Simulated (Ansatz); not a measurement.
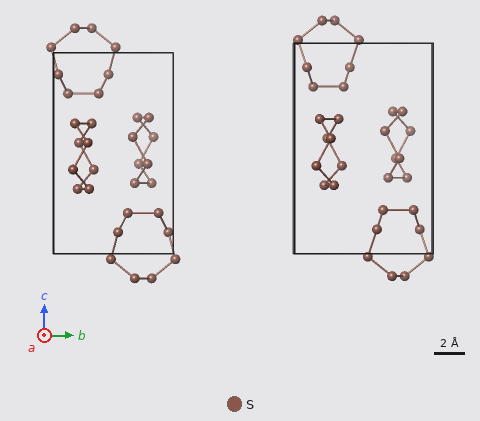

Two geometries of solid S (set up in P2/c), drawn at one scale. One is the start of a relaxation, the other its converged end. A ball-and-stick model of the reduced cell, seen along the a axis. Lengths and directions refer to the drawn axes.

These are results of Ansatz 0.2.0, DFT PBE, scalar-relativistic, plane waves, PAW, not measurements. Set-up: plane-wave cutoff 420 eV; k-point mesh 4 × 2 × 4; occupations gaussian; smearing width 0.02 eV; no spin polarisation; cell and atoms relaxed; force threshold 0.005 eV/Å; at most 80 steps.

### Which of the two is the end point?

The right one is the relaxed one. The largest moves relative to the cell, 0.58 Å, are those of S atoms. Cell: a 8.429 → 9.247 Å (+9.7 %), b 8.601 → 9.857 Å (+14.6 %), c 13.381 → 14.037 Å (+4.9 %), γ 112.0° → 110.0°. Volume +33.7 %. Some distances before and after: S–S 2.044 → 2.070 Å. The space group stays P2/c (No. 13). After 19 accepted moves (24 points after the start) the energy has fallen by 18.6 meV per atom. The largest force component goes from 0.33 to 0.003 eV/Å. Pressure: 1.96 GPa at the start and 0.00 GPa at the end. The line search rejected the trial steps at points 10, 13, 19 of the run. At 2 points the geometry stayed and the basis and grid were re-selected for the new cell (energy shift of 1.2 meV per atom at most each time).
